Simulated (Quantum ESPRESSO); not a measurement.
# Pr: 7 runs along one coordinate

System: Pr (Im-3m, 1 atom in the cell).
Method: Kohn-Sham DFT of a periodic cell, rev-vdW-DF2, SSSP 1.3 efficiency PBE, spin-polarised (Quantum ESPRESSO 7.5).

The 7 runs differ only in the geometry, by an even scaling of the cell at fixed fractional positions. The structure derives from a Materials Project entry.

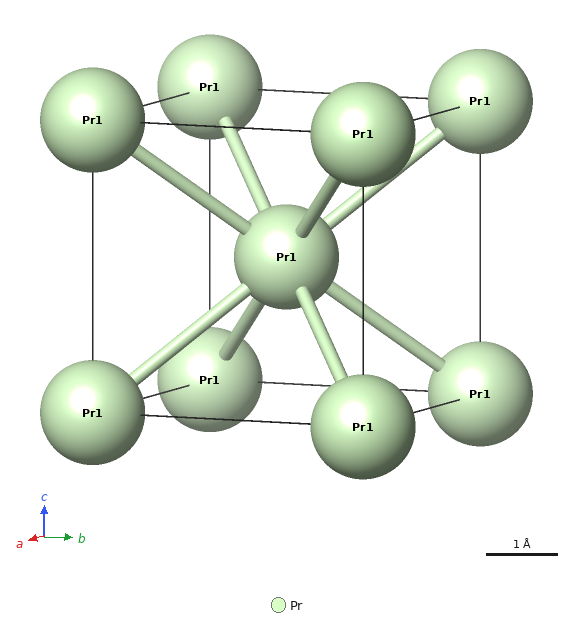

Figure 1. The structure of run 4 (ball-and-stick view of the cell 2 times as large as that of the calculation, set on its symmetry axes, seen slightly off an axis; atoms are numbered from 1 in the order of the input).

### Input of run 4
```
&CONTROL
  calculation = 'scf'
  prefix = 'pwscf'
  outdir = './tmp'
  pseudo_dir = './pseudo'
  tprnfor = .true.
  tstress = .true.
  disk_io = 'nowf'
/
&SYSTEM
  ibrav = 0
  nat = 1
  ntyp = 1
  ecutwfc = 55
  ecutrho = 440
  nbnd = 15
  input_dft = 'vdw-df2-b86r'
  occupations = 'smearing'
  smearing = 'fd'
  degauss = 0.00367493
  nspin = 2
  starting_magnetization(1) = 0.1538
/
&ELECTRONS
  conv_thr = 2d-10
  electron_maxstep = 120
  mixing_beta = 0.3
/
ATOMIC_SPECIES
Pr   140.9077 Pr.paw.z_13.atompaw.wentzcovitch.v1.2.upf
CELL_PARAMETERS angstrom
  -2.0973721543    2.0973721543    2.0973721543
   2.0973721543   -2.0973721543    2.0973721543
   2.0973721543    2.0973721543   -2.0973721543
ATOMIC_POSITIONS crystal
Pr     0.0000000000    0.0000000000    0.0000000000
K_POINTS automatic
9 9 9 0 0 0
```

Command:
```bash
OMP_NUM_THREADS=1 pw.x -in pw.in > pw.out
```

Run 3 differs from it as follows:
```diff
-  -2.0973721543    2.0973721543    2.0973721543
-   2.0973721543   -2.0973721543    2.0973721543
-   2.0973721543    2.0973721543   -2.0973721543
+  -2.0832954070    2.0832954070    2.0832954070
+   2.0832954070   -2.0832954070    2.0832954070
+   2.0832954070    2.0832954070   -2.0832954070
```

### Results, with one run withheld

```tsv
run	volume per atom (Å³)	free energy per atom, from the lowest run given (meV)	pressure (GPa)
1	34.691	0.00	−4.37
2	35.429	20.68	−4.62
3	36.167	?	?
4	36.905	65.12	−5.03
5	37.643	88.67	−5.21
6	38.381	113.01	−5.37
7	39.119	138.05	−5.51
```

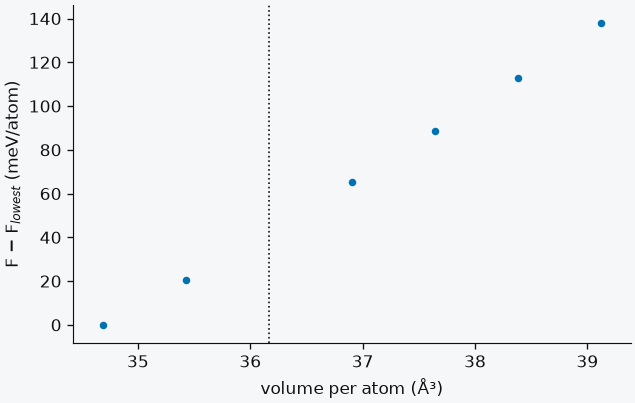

Figure 2. Free energy per atom of the runs given; the dotted line marks run 3.

Fit the runs given and predict run 3.

A cubic polynomial in V^(−2/3) (the Birch–Murnaghan form), fitted to the 6 runs given, misses them by under 0.01 meV per atom. With x = V^(−2/3) − 0.09010 Å⁻², it reads F = 67.327 − 19370 x + 5.6611e+05 x² − 3.2936e+06 x³ (meV per atom). At run 3 it gives 42.42 meV per atom, and the run itself gives 42.42. The slope of the fit gives a pressure −dF/dV of −4.83 GPa there, and the run prints −4.82 GPa. The fit has no minimum inside this range.

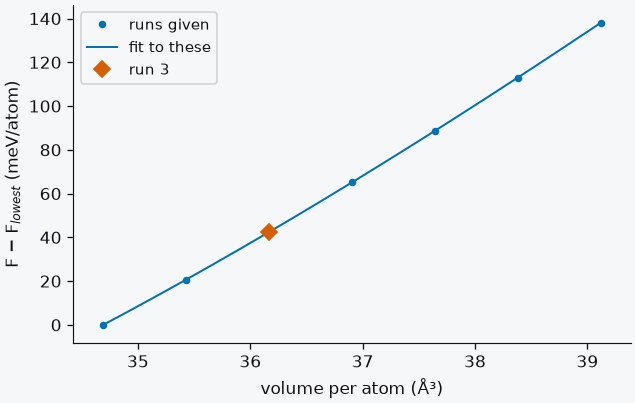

Figure 3. The fit and the withheld run.

### Some lines of the output (run 3)
```
[...]
     total energy              =    -505.55939670 Ry
     total energy              =    -505.55896789 Ry
     total energy              =    -505.55897896 Ry
     total energy              =    -505.55915684 Ry
     total energy              =    -505.55916686 Ry
     total energy              =    -505.55917009 Ry
     total energy              =    -505.55917263 Ry
     total energy              =    -505.55917274 Ry
     total energy              =    -505.55917271 Ry
     the Fermi energy is    10.9821 ev
!    total energy              =    -505.55917276 Ry
     The total energy is F=E-TS. E is the sum of the following terms:
     Computing stress (Cartesian axis) and pressure
          total   stress  (Ry/bohr**3)                   (kbar)     P=      -48.24
```

Notes: The record of the run, not the program, notes: potentials made for another functional. Points of doubt noted for this run: potentials made for another functional.
